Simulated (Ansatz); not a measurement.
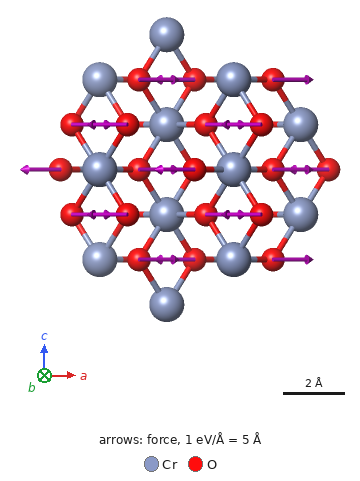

Starting geometry of solid CrO2 (set up in Pnnm) with the computed forces as purple arrows. Style: ball-and-stick. Shown: the atoms within 5.0 Å of the atom that moves most (axes of the cell of the calculation), along the b axis.

Case: ferromagnetic.

These are results of Ansatz, DFT PBE, scalar-relativistic, plane waves, PAW, not measurements.

Input
```yaml
crystal:
  lattice:
    - [4.4480510066, 0.0, 0.0]
    - [0.0, 4.5292350067, 0.0]
    - [0.0, 0.0, 2.985964]
  atoms:
    - { symbol: Cr, position: [0.5, 0.5, 0.5], spin: 3.0 }
    - { symbol: Cr, position: [0.0, 0.0, 0.0], spin: 3.0 }
    - { symbol: O, position: [0.792969, 0.189817, 0.5] }
    - { symbol: O, position: [0.207031, 0.810183, 0.5] }
    - { symbol: O, position: [0.707031, 0.689817, 0.0] }
    - { symbol: O, position: [0.292969, 0.310183, 0.0] }
basis:
  ecutwfc: 420
kpoints:
  mp_grid: { grid: [8, 8, 12] }
hamiltonian:
  xc: pbe
scf:
  occupations: { method: gaussian, width: 0.1 }
  lower_state_search: "off"
output:
  forces: true
  stress: true
  eigenvalues: true
  populations: true
magnetization:
  spin_polarized: true
relax:
  adjacent_minimum: "off"
  f_tol: 0.01
  max_steps: 60
  cell: { stress_tol: 0.05 }
```

Launched with:
```bash
ansatz run input.yaml --threads 1 --pin off --max-ram 2560MiB --backend cpu --events-out ev --progress --plain --runs-dir out
```

Is this structure relaxed? If not, where do the atoms go?

Answer. It isn't relaxed: the largest force vector, on O atoms, is 0.31 eV/Å. The final displacements follow the starting forces only in part (cosine between the two patterns 0.48). The largest moves relative to the cell, 0.054 Å, are those of O3, O4, O5 and O6. O5 goes along [−2 1 0]. Cr stays in place. The drawn cell changes as follows: a 4.448 → 4.444 Å (−0.1 %), b 4.529 → 4.446 Å (−1.8 %), c 2.986 → 2.921 Å (−2.2 %); the volume changes by −4.1 %. Near-neighbour distances that change, for instance: Cr1–O5 1.953 → 1.912 Å, Cr1–O3 1.916 → 1.909 Å. The space group (tolerance 0.01 Å) goes from Pnnm (No. 58) to P4_2/mnm (No. 136). The energy falls by 17.1 meV per atom in 6 accepted moves (8 points after the start). Largest force component: 0.27 eV/Å at the start, 0.0035 eV/Å at the end. The pressure goes from −9.91 to −0.01 GPa. At 2 points the geometry stayed and the basis and grid were re-selected for the new cell (energy shift of 1.7 meV per atom at most each time). The run took 5.5 min on 1 thread of Arm Neoverse V1, on a shared host, peak memory 0.72 GiB.
